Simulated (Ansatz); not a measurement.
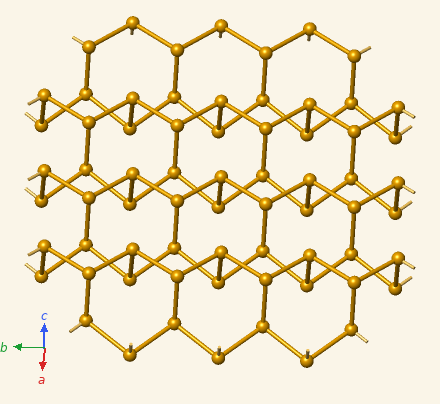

The picture shows a finite piece of the underlying net of a crystal structure, nodes on the atoms' positions. Nodes are coloured by topological kind. One layer is drawn. Short stubs are edges that leave the cut-out.

### Describe the net.

A uninodal 3-connected, two-periodic (layers) net. It is the hcb net, known from graphene.

### Give point symbol and coordination sequence.

6^3, sequence 3, 6, 9, 12, 15, 18.

Origin of the net. GeSe (space group Pnma, No. 62). Coordinates: the geometry relaxed with DFT PBE+D3(BJ), scalar-relativistic, plane waves, PAW in Ansatz. Bonds are taken as Ge–Se below 2.9 Å; no other contact counts. Atoms with one bond or none are removed and atoms with two bonds are replaced by edges, until no such atom is left. Ge and Se are 3-connected nodes.
